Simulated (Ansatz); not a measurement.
```yaml
crystal:
  lattice:
    - [5.65446, 0.00000, 0.00000]
    - [0.00000, 5.65446, 0.00000]
    - [0.00000, 0.00000, 5.65446]
  atoms:
    - { symbol: Ga, position: [0.50000, 0.50000, 0.00000] }
    - { symbol: Sb, position: [0.50000, 0.50000, 0.50000] }
    - { symbol: Ga, position: [0.50000, 0.00000, 0.00000] }
    - { symbol: Ga, position: [0.50000, 0.00000, 0.50000] }
    - { symbol: Ga, position: [0.00000, 0.50000, 0.00000] }
    - { symbol: Ga, position: [0.00000, 0.50000, 0.50000] }
    - { symbol: Sb, position: [0.00000, 0.00000, 0.00000] }
    - { symbol: Ga, position: [0.00000, 0.00000, 0.50000] }
```

Space group Im-3m.

Computed with DFT PBE, scalar-relativistic, plane waves, PAW in Ansatz 0.2.0.

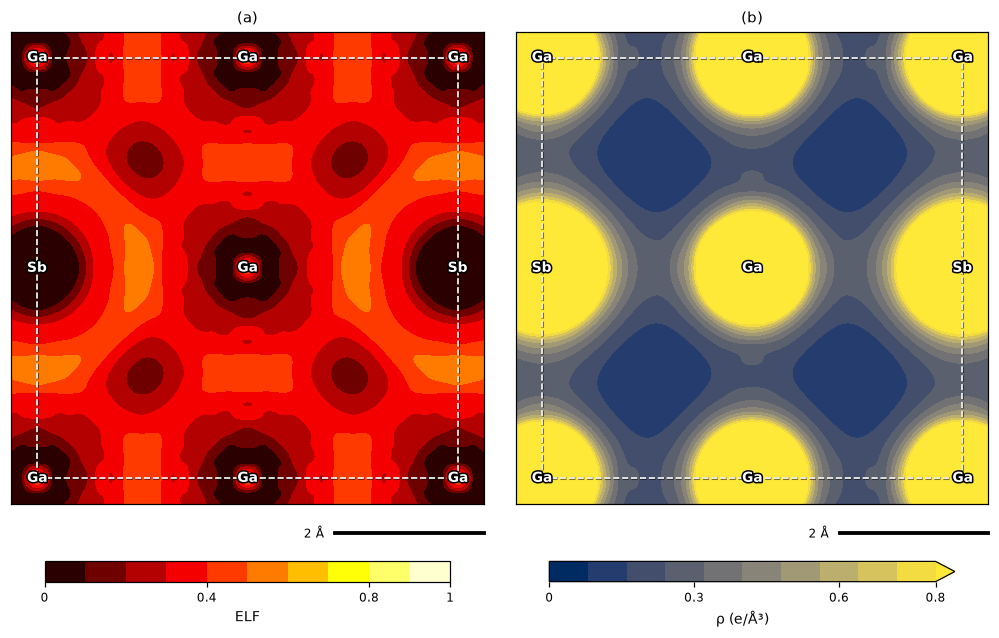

Ga3Sb. (a) ELF; (b) valence pseudo-density on the (010) plane of the conventional cell.

Core electrons are frozen (PAW), and the valence fields are smoothed inside the atomic spheres.

> Read the bonding off the picture.

- The section cuts through Ga and Sb sites.
- Ga–Sb (2.83 Å): ρ at the midpoint is about 0.3 e/Å³; the ELF reaches about 0.55 near the midpoint.
- Ga–Ga (2.83 Å): the density is about 0.21 e/Å³ at the midpoint; the ELF is about 0.45 at the midpoint.
- Between the atoms the lowest density in this plane is 0.08 e/Å³.
- The features right at Ga lie inside the PAW spheres, where the map follows smoothed inner orbitals and isn't to be read closely.

> Metal or insulator at this level of theory?

It is gapless in this calculation (a metal or semimetal).
